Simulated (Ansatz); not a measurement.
Band-structure calculation, with input and output: PbS

PbS (Cmcm, 4 atoms in the cell), computed with DFT, r2SCAN, plane waves, PAW, no spin polarisation (Ansatz 0.2.0).

The structure derives from a Materials Project entry. The geometry comes from this level: r2scan-rvv10. Figures and captions count atoms from 1; the log counts them from 0 in places.

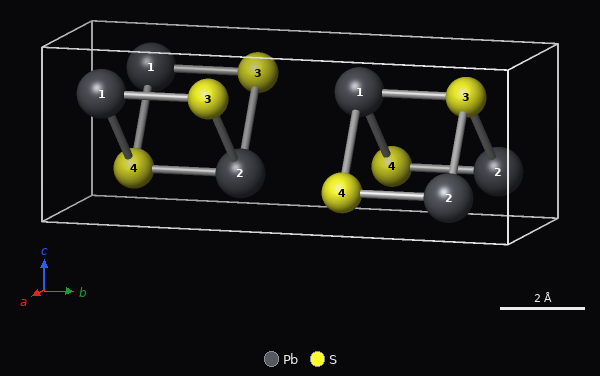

*The structure (ball-and-stick view of the cell 2 times as large as that of the calculation, set on its symmetry axes, seen slightly off an axis; atoms are numbered from 1 in the order of the input).*

Near neighbours in the crystal (not all of them lie inside the picture): Pb has 5 S at 2.68 to 2.97 Å; S has 5 Pb at 2.68 to 2.97 Å.

### Input
```yaml
crystal:
  lattice:
    - [2.0637484146, -5.8692756833, 0.0]
    - [2.0637484146, 5.8692756833, 0.0]
    - [0.0, 0.0, 4.2604423703]
  atoms:
    - { symbol: Pb, position: [0.87227726, 0.12772274, 0.75] }
    - { symbol: Pb, position: [0.12772274, 0.87227726, 0.25] }
    - { symbol: S, position: [0.6436799886, 0.3563200114, 0.75] }
    - { symbol: S, position: [0.3563200114, 0.6436799886, 0.25] }
kpoints:
  mp_grid: { grid: [6, 6, 6] }
  band_path:
    path:
      - [0.0, 0.0, 0.0]
      - [-0.5, 0.5, 0.0]
      - [-0.2809089674, 0.7190910326, 0.0]
      - [0.2809089674, 0.2809089674, 0.0]
      - [0.0, 0.0, 0.5]
      - [0.2809089674, 0.2809089674, 0.5]
      - [-0.2809089674, 0.7190910326, 0.5]
      - [-0.5, 0.5, 0.5]
      - [0.0, 0.5, 0.0]
      - [-0.5, -0.5, 0.36849]
      - [0.453125, 0.453125, 0.0]
      - [-0.5, 0.5, 0.35]
    npoints: 1
hamiltonian:
  xc: r2scan
scf:
  occupations: { method: fixed }
  n_extra_bands: 5
output:
  forces: true
  stress: true
  eigenvalues: true
  write_density: true
  write_potential: true
  elf: true
  volumetric_format: npy
```

Launch command:
```bash
ansatz run input.yaml --threads 4 --pin off --max-ram 7372MiB --backend cpu --events-out ev --progress --plain --runs-dir out
```

### What the program printed
```
scf.n_extra_bands = 5 over 20 filled bands (N_el = 40.0): the run solves 25 bands
Engine: ansatz 0.2.0, x86_64-unknown-linux-gnu
Pseudopotentials: kind: paw
Pseudopotential: Pb, paw, valence charge 14, recommended cutoff 500 eV (meta_gga), Pb.paw.azcp
Pseudopotential: S, paw, valence charge 6, recommended cutoff 500 eV (meta_gga), S.paw.azcp
Functional definition: r2SCAN
  parameter k0 = 0.174
  parameter k1 = 0.065
  parameter a1 = 4.9479
  exchange = r2scan_x(k0 = k0, k1 = k1, a1 = a1)
  correlation = r2scan_c
Crystal: 4 atoms, lattice volume = 103.211 Å³
Basis set: ecut = 500 eV, 2629 PW (Γ), exchange–correlation on 192×192×128 points (64 copies of the dense FFT grid, shifted against one another)
Bands: 25, of which v1, the nominal top of the filled ones, is band 20 counted from 1 (19 counted from 0)
Symmetry: 8 space group operations
Space group: Cmcm (ITA 63), of the structure as read, at distance tolerance 4.7e-5 Å
k-points: 52 of 216
Non-local potential: Pb, projectors of the file, l = 0: 2, l = 1: 2, l = 2: 2, l = 3: 2
Non-local potential: S, projectors of the file, l = 0: 2, l = 1: 2, l = 2: 2
PAW form: soft (Blöchl's): semilocal exchange-correlation on the pseudo side does not see the compensation charge
PAW frozen core: Pb, regenerated for the run's functional (the file was generated under x = pbe(κ = 0.804, μ = 0.2195149727645171), c = pbe(β = 0.06672455060314922))
PAW frozen core: S, regenerated for the run's functional (the file was generated under x = pbe(κ = 0.804, μ = 0.2195149727645171), c = pbe(β = 0.06672455060314922))
PAW one-centre angular grid: Pb, 590 points (default); XC on 160 Gauss nodes
PAW one-centre angular grid: S, 302 points (default); XC on 160 Gauss nodes
Initial density: superposition of atomic densities (neutral atoms: chi_scale 0, normalization atom), corrected by the library's trained network
Initial wavefunctions: pseudopotential atomic-orbital guess
Functional: x = r2scan, c = r2scan; τ floored in thin density (d = 2e-4 eV/Å³)
SCF iter   1: F=—  HF=-25655.892389 eV  |F-HF|=—  |Δ(HF+E_count)|=         —  Δρ=6.30e-3  dr2=2.61e-2  dr2_τ=9.53e-3  ethr=1.77e-3  ⟨swp⟩=4.8  Hψ=5308  notcnv=0  defer=147
preconditioner: auto → Resta (q_TF=auto, 2.330 Å⁻¹)  ε∞=3.3  [insulator: Δε(μ)=1.431 eV  Ē_g=15.168 eV  n_scr=26 (ndim 8)  ℏωp=23.1 eV  f_vac=0.000  ε∞_Penn≈3.3]
SCF iter   2: F=—  HF=-25655.909791 eV  |F-HF|=—  |Δ(HF+E_count)|=   1.74e-2  Δρ=2.94e-3  dr2=6.82e-3  dr2_τ=2.25e-4  ethr=6.52e-5  ⟨swp⟩=2.1  Hψ=2860  notcnv=0  defer=155
SCF iter   3: F=—  HF=-25655.909749 eV  |F-HF|=—  |Δ(HF+E_count)|=   4.21e-5  Δρ=7.82e-4  dr2=4.18e-4  dr2_τ=4.28e-5  ethr=1.71e-5  ⟨swp⟩=3.0  Hψ=2392  notcnv=0  defer=156
SCF iter   4: F=—  HF=-25655.909861 eV  |F-HF|=—  |Δ(HF+E_count)|=   1.12e-4  Δρ=1.94e-4  dr2=3.81e-5  dr2_τ=4.45e-6  ethr=1.04e-6  ⟨swp⟩=2.7  Hψ=2236  notcnv=0  defer=149
SCF iter   5: F=—  HF=-25655.909878 eV  |F-HF|=—  |Δ(HF+E_count)|=   1.77e-5  Δρ=3.91e-5  dr2=1.06e-6  dr2_τ=5.42e-8  ethr=9.53e-8  ⟨swp⟩=2.0  Hψ=1664  notcnv=0  defer=118
SCF iter   6: F=-25655.909879 eV  HF=-25655.909879 eV  |F-HF|=4.45e-8  |Δ(HF+E_count)|=   1.07e-6  Δρ=7.68e-6  dr2=8.42e-8  dr2_τ=8.58e-9  ethr=2.50e-10  ⟨swp⟩=16.3  Hψ=13098  notcnv=0
SCF 1 converged in 6 iterations: F = -25655.909879 eV  dr2 = 8.42e-8
  Residual-converged pass: ⟨swp⟩=1.1  Hψ=1515  notcnv=0  max |occ|·‖R‖ = 7.0e-9 eV (tolerance 1.0e-8 eV)  dr2=8.42e-8  dr2_τ=8.58e-9  dr2_onsite=1.38e-8  max |Δocc| = 0.0e0
  greatest PAW one-centre occupation: 0.981 electrons in one spin orbital (limit 2), on the Pb atom at site 1 (counted from 0), in its partial waves of l = 2
NSCF: frozen V_eff on 12 k-points
SCF converged after 6 iterations
Free energy (F): -25655.909879 eV
Harris-Foulkes:  -25655.909879 eV  (|F-HF|=4.45e-8)
Internal energy: -25655.909879 eV  (E = F + TS)
E sigma→0 (E₀):  -25655.909879 eV
Fermi energy:    7.746965 eV
--- Per-component energies (eV) ---
  E_band       = -131.483104
  E_kinetic    = 787.125951
  E_local      = -2459.221166  (includes V_loc(G=0)·N_el)
  E_nonlocal   = 758.603906
  E_hartree    = 961.377298
  E_xc         = -600.968007
  E_vxc        = -479.662522  (∫ρ·V_xc dr)
  E_paw        = -22082.970046  (= ΣΔE_a)
  E_vpaw       = -690.806139  (= ΣTr[D̂ρ^β])
  E_aug_tail   = 0.000040  (compensation charges beyond the density's cutoff)
  E_vtau       = 29.730126  (kinetic-family band-sum trace: ∫τ·v_τ [+ j·A + Jᵃ·Aᵃ] dr)
  E_ewald      = -3021.569328
  E_core_change = 1.711471  (= ΣΔE_core)
  E_smearing   = -0.000000  (= −TS)
  E_closure    = 0.000000  (closes the sum)
  Σ components = -25655.909879   (vs F -25655.909879, Δ=0.00e0)
--- Forces (eV/Å), atoms counted from 1 ---
  atom   1  Pb     0.00000000     0.02356893     0.00000000
  atom   2  Pb     0.00000000    -0.02356893     0.00000000
  atom   3  S      0.00000000    -0.01865166     0.00000000
  atom   4  S      0.00000000     0.01865166     0.00000000
  max |Σ_I F_I| component: 3.47e-18 eV/Å
--- Stress (GPa, compression-positive) ---
        1.032406       0.000000       0.000000
        0.000000       1.035482       0.000000
        0.000000       0.000000       1.013174
  P = ⅓ Tr σ = 1.0270 GPa (10.270 kbar)
--- Band table (eV; the first three rows and the last of 52) ---
  k-point 0: bands = ["-9.3058", "-9.1928", "-9.1877", "-9.1761", "-9.1318", "-9.1279", "-9.1238", "-9.1081", "-9.1005", "-9.0416", "-5.9254", "-3.9819", "0.8846", "1.8111", "3.2884", "4.5765", "5.2336", "5.9208", "6.1366", "7.1613", "12.8201", "12.8251", "13.0272", "13.7163", "14.1392"]
  k-point 1: bands = ["-9.2859", "-9.1929", "-9.1885", "-9.1629", "-9.1412", "-9.1403", "-9.1278", "-9.0976", "-9.0937", "-9.0537", "-5.7607", "-3.9992", "0.4108", "1.4010", "3.4355", "5.0745", "5.4435", "6.0983", "6.5419", "6.9990", "12.0936", "12.2753", "12.5747", "13.0676", "13.3632"]
  k-point 2: bands = ["-9.2446", "-9.1979", "-9.1732", "-9.1612", "-9.1611", "-9.1399", "-9.1242", "-9.0886", "-9.0869", "-9.0835", "-5.2986", "-4.1752", "-0.1949", "0.5450", "3.9698", "5.4661", "5.9874", "6.4748", "7.0093", "7.3336", "10.7371", "10.7377", "11.1033", "11.7885", "13.3219"]
  k-point 51: bands = ["-9.2270", "-9.2270", "-9.1536", "-9.1536", "-9.1395", "-9.1395", "-9.1013", "-9.1013", "-9.0946", "-9.0946", "-4.6050", "-4.6050", "-0.6372", "-0.6372", "6.4002", "6.4002", "6.4724", "6.4724", "7.2913", "7.2913", "9.8225", "9.8225", "11.3028", "11.3028", "11.6339"]
```

### File bands.tsv
```
# k_distance	band_0	band_1	band_2	band_3	band_4	band_5	band_6	band_7	band_8	band_9	band_10	band_11	band_12	band_13	band_14	band_15	band_16	band_17	band_18	band_19	band_20	band_21	band_22	band_23	band_24
# fermi_ev = 7.746965
# lock_threshold_ev = 1e-6
# [0, 0, 0] at k_distance = 0.000000
# [-0.5, 0.5, 0] at k_distance = 0.535261
# [-0.2809089674, 0.7190910326, 0] at k_distance = 1.202294
# [0.2809089674, 0.2809089674, 0] at k_distance = 1.769680
# [0, 0, 0.5] at k_distance = 2.898917
# [0.2809089674, 0.2809089674, 0.5] at k_distance = 3.754158
# [-0.2809089674, 0.7190910326, 0.5] at k_distance = 4.321544
# [-0.5, 0.5, 0.5] at k_distance = 4.988577
# [0, 0.5, 0] at k_distance = 6.081598
# [-0.5, -0.5, 0.36849] at k_distance = 8.443997
# [0.453125, 0.453125, 0] at k_distance = 11.396281
# [-0.5, 0.5, 0.35] at k_distance = 12.963484
# levels_relative_to = fermi_ev
# free_energy_ev = -25655.909879
# largest_residual_norms_ev = 2.160e-4 2.149e-4 2.352e-4 2.160e-4 2.275e-4 2.320e-4 2.305e-4 2.274e-4 2.100e-4 2.233e-4 9.548e-4 1.347e-3 1.078e-3 6.970e-4 1.877e-3 2.039e-3 1.992e-3 1.782e-3 1.731e-3 1.888e-3 2.116e-3 1.912e-3 2.056e-3 2.488e-3 2.517e-3
0.000000	-17.052722	-16.939773	-16.934663	-16.923032	-16.878806	-16.874819	-16.870725	-16.855016	-16.847478	-16.788596	-13.672365	-11.728865	-6.862367	-5.935838	-4.458543	-3.170459	-2.513397	-1.826120	-1.610391	-0.585643	5.073145	5.078122	5.280231	5.969291	6.392241
0.535261	-17.039455	-16.926426	-16.923272	-16.893679	-16.888310	-16.887604	-16.885231	-16.857203	-16.831773	-16.815487	-13.367407	-12.240622	-7.693347	-5.603343	-2.878374	-2.787023	-2.073349	-1.916556	-1.424014	-0.517651	1.433923	4.774893	5.190600	5.317551	6.046769
1.202294	-16.951500	-16.944909	-16.932861	-16.901789	-16.896217	-16.890580	-16.879718	-16.867425	-16.832986	-16.807334	-12.430423	-12.254427	-8.712761	-7.322952	-2.603397	-1.484948	-1.407882	-1.386304	-0.653145	-0.251248	1.944382	2.204903	2.255819	3.035529	3.865758
1.769680	-16.951500	-16.944909	-16.932861	-16.901789	-16.896217	-16.890580	-16.879718	-16.867425	-16.832986	-16.807334	-12.430423	-12.254427	-8.712761	-7.322952	-2.603397	-1.484948	-1.407882	-1.386304	-0.653145	-0.251248	1.944382	2.204903	2.255819	3.035529	3.865758
2.898917	-16.960864	-16.960864	-16.916979	-16.916979	-16.887338	-16.887338	-16.862437	-16.862437	-16.832135	-16.832135	-12.420759	-12.420759	-7.882417	-7.882417	-2.963234	-2.963234	-1.232165	-1.232165	-0.081058	-0.081058	2.144962	2.144962	3.062753	3.062753	5.575301
3.754158	-17.041433	-17.041433	-16.914955	-16.914955	-16.874304	-16.874304	-16.851158	-16.851158	-16.820208	-16.820208	-11.875530	-11.875530	-7.288690	-7.288690	-4.549144	-4.549144	-2.909026	-2.909026	-1.566949	-1.566949	3.527928	3.527928	6.198893	6.198893	6.761637
4.321544	-17.041433	-17.041433	-16.914955	-16.914955	-16.874304	-16.874304	-16.851158	-16.851158	-16.820208	-16.820208	-11.875530	-11.875530	-7.288690	-7.288690	-4.549144	-4.549144	-2.909026	-2.909026	-1.566949	-1.566949	3.527928	3.527928	6.198893	6.198893	6.761637
4.988577	-16.973982	-16.973982	-16.900592	-16.900592	-16.886490	-16.886490	-16.848262	-16.848262	-16.841576	-16.841576	-12.351962	-12.351962	-8.384194	-8.384194	-1.346786	-1.346786	-1.274608	-1.274608	-0.455632	-0.455632	2.075548	2.075548	3.555843	3.555843	3.886937
6.081598	-16.955445	-16.938987	-16.927683	-16.919450	-16.892895	-16.887384	-16.883469	-16.848553	-16.847124	-16.804163	-12.422321	-12.233950	-8.522232	-7.593091	-2.257985	-2.139562	-1.503533	-1.286272	-0.381323	-0.345077	2.125819	2.161110	2.392672	3.374631	3.524427
8.443997	-16.995226	-16.953688	-16.902045	-16.892178	-16.890748	-16.889559	-16.861845	-16.847929	-16.841272	-16.834816	-12.722463	-12.137585	-8.541266	-7.750490	-1.890934	-1.568587	-1.552892	-1.092581	-0.696455	0.076306	1.566189	2.210119	3.578428	4.103463	4.278529
11.396281	-17.033088	-16.923662	-16.923237	-16.898978	-16.886320	-16.886013	-16.884073	-16.862019	-16.829106	-16.817877	-13.317019	-12.215537	-7.826688	-5.742598	-2.800979	-2.712054	-2.007344	-1.915954	-1.290986	-0.531664	1.432635	4.468259	5.196261	5.294337	5.507017
12.963484	-16.998336	-16.950817	-16.901604	-16.893803	-16.890639	-16.888892	-16.863572	-16.849468	-16.841181	-16.833085	-12.776863	-12.126406	-8.522127	-7.633172	-1.973115	-1.660318	-1.597721	-1.089643	-0.678073	0.051945	1.601916	2.158423	3.651344	4.227284	4.419209
```

### File rho_z.tsv
```
# z_ang	rho[e/angstrom^3]
# format = ansatz-planar-average/11
# lattice	2.063748415	-5.869275683	0.000000000
# lattice	2.063748415	5.869275683	0.000000000
# lattice	0.000000000	0.000000000	4.260442370
# sites	4
# site	82	2.063748415	-4.369995739	3.195331778
# site	82	2.063748415	4.369995739	1.065110593
# site	16	2.063748415	-1.686594927	3.195331778
# site	16	2.063748415	1.686594927	1.065110593
0.000000	1.782269e-1
0.133139	1.903440e-1
0.266278	2.276156e-1
0.399416	2.900283e-1
0.532555	3.722143e-1
0.665694	4.627011e-1
0.798833	5.465138e-1
0.931972	6.071491e-1
1.065111	6.295305e-1
1.198249	6.071491e-1
1.331388	5.465138e-1
1.464527	4.627011e-1
1.597666	3.722143e-1
1.730805	2.900283e-1
1.863944	2.276156e-1
1.997082	1.903440e-1
2.130221	1.782269e-1
2.263360	1.903440e-1
2.396499	2.276156e-1
2.529638	2.900283e-1
2.662776	3.722143e-1
2.795915	4.627011e-1
2.929054	5.465138e-1
3.062193	6.071491e-1
3.195332	6.295305e-1
3.328471	6.071491e-1
3.461609	5.465138e-1
3.594748	4.627011e-1
3.727887	3.722143e-1
3.861026	2.900283e-1
3.994165	2.276156e-1
4.127304	1.903440e-1
```

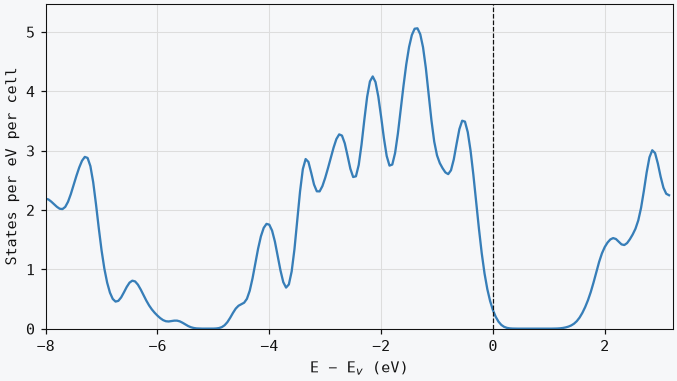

*Density of states (the curve is built from the levels of the k mesh with Gaussians 0.3 eV wide, which also blur the band edges), with energies from the valence-band top.*

There is a gap of 1.43 eV on the k-point mesh. Small ripples come from the finite k-point mesh.

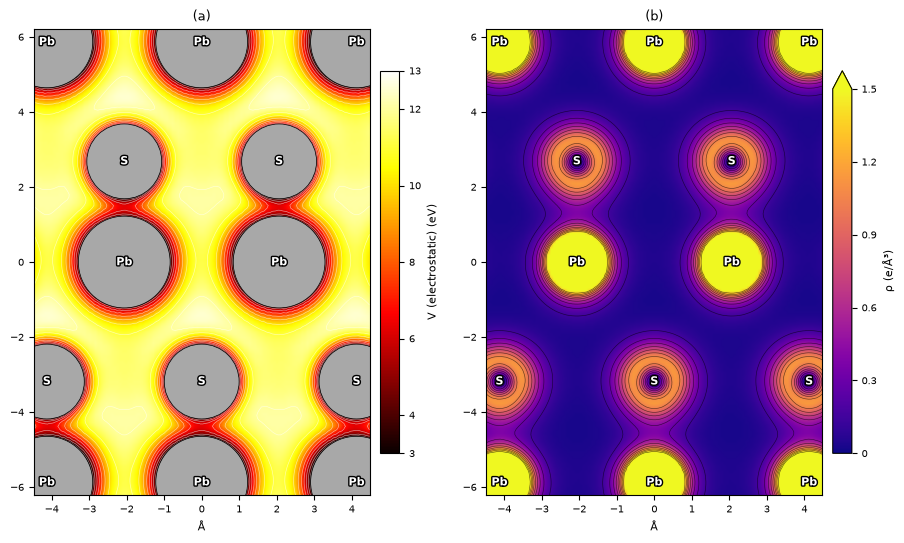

*(a) electrostatic potential (local pseudopotential plus Hartree) felt by an electron; (b) valence electron density on the (001) plane of the conventional cell. Grey discs, where drawn, cover atomic cores.*

The plane passes through Pb and S nuclei. Pb–S (2.68 Å): ρ is about 0.38 e/Å³ halfway. Away from the nuclei the density in this plane falls to 0.02 e/Å³ at its lowest. Outside the cores the potential energy rises away from the atoms and is highest about 1.8 Å from the nearest atoms; outside the discs it spans about 9 eV, and its zero is arbitrary. In a PAW calculation such maps are meaningful between the atoms, not at the nuclei.

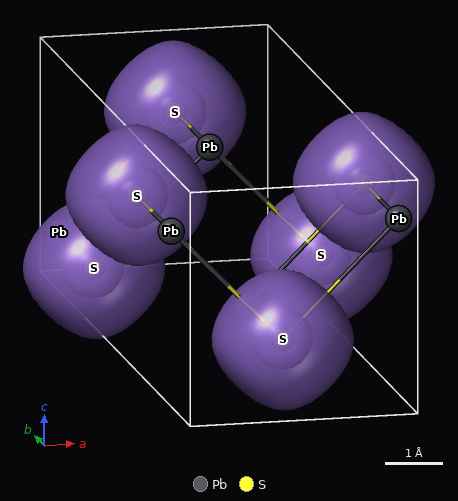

*Isosurface of the electron localisation function at 0.7 (purple), seen slightly off an axis. Only the valence region is drawn (cores and ρ < 0.01 e/Å³ removed). Sticks mark near contacts. The outline is the cell set on symmetry axes.*

Along the contacts the grid gives the following. Pb–S (2.68 Å): the ELF peaks at about 0.85 in the valence shell of S, 0.8 Å from its nucleus, and drops to about 0.25 between the two atoms. Pb–S (2.97 Å): the ELF peaks at about 0.85 in the valence shell of S, 0.8 Å from its nucleus, and drops to about 0.20 between the two atoms.

### Summary

```json
{"quantity": "outcome", "value": "converged"}
{"quantity": "space group (tolerance 0.01 Å)", "value": "Cmcm (63)"}
{"quantity": "electrons treated", "value": "40"}
{"quantity": "free energy", "value": "−25655.9099 eV"}
{"quantity": "Fermi energy", "value": "7.747 eV"}
{"quantity": "gap on the k-point mesh", "value": "1.43 eV"}
{"quantity": "pressure", "value": "1.03 GPa"}
{"quantity": "largest force (length of the vector)", "value": "0.024 eV/Å"}
{"quantity": "hardware", "value": "4 threads of Intel Xeon (Granite Rapids), 64 GiB of memory available, shared host"}
{"quantity": "wall time", "value": "3.4 s (CPU time 12 s)"}
{"quantity": "peak memory", "value": "0.91 GiB"}
```

### Remarks

Spin–orbit coupling is left out, which matters for Pb.
